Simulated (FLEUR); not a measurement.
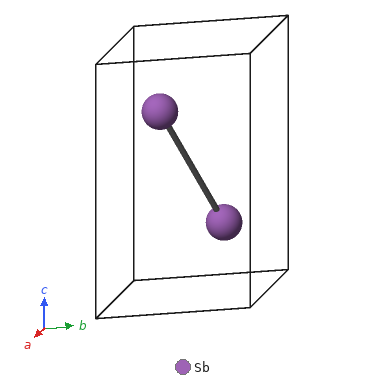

System: Sb, space group P6_3/mmc (No. 194). The picture shows the conventional cell.

The given structure:
```yaml
crystal:
  lattice:
    - [3.35453, 0.00000, 0.00000]
    - [-1.67727, 2.90511, 0.00000]
    - [0.00000, 0.00000, 5.47016]
  atoms:
    - { symbol: Sb, position: [0.66667, 0.33333, 0.75000] }
    - { symbol: Sb, position: [0.33333, 0.66667, 0.25000] }
```

Method: all-electron LAPW DFT, no spin polarisation; energies at scaled volumes of the given cell, shape and fractions fixed, counted from the fit's minimum, third-order Birch-Murnaghan fit (FLEUR MaX-R8.1 (later development tree)). Level: SCAN.

```csv
setting,value
k mesh,9×9×5
occupations,Fermi–Dirac
smearing width,0.05 eV
potentials,all electron
program settings,"basis FLAPW, kmax 4.1 1/bohr"
```

Predict the energy against volume. The volume takes the values 25.05, 25.59, 26.65, 27.72, 28.25 Å³/atom.

A third-order Birch–Murnaghan fit gives V0 = 26.43 Å³/atom, B0 = 66.1 GPa and B′ = 4.7. The energy is 16.26 meV/atom at volume 25.05 Å³/atom and 22.94 meV/atom at 28.25 Å³/atom; the lowest computed point is at volume 26.65 Å³/atom (0.42 meV/atom), and no other minimum shows among the points.

| volume (Å³/atom) | energy (meV/atom) |
| --- | --- |
| 25.05 | 16.26 |
| 25.59 | 5.82 |
| 26.65 | 0.42 |
| 27.72 | 11.90 |
| 28.25 | 22.94 |

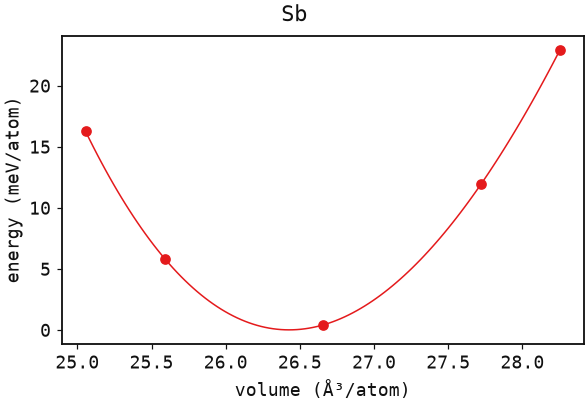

Note: shape and atomic fractions are frozen while scaling, which makes layered, chain and framework solids too stiff.
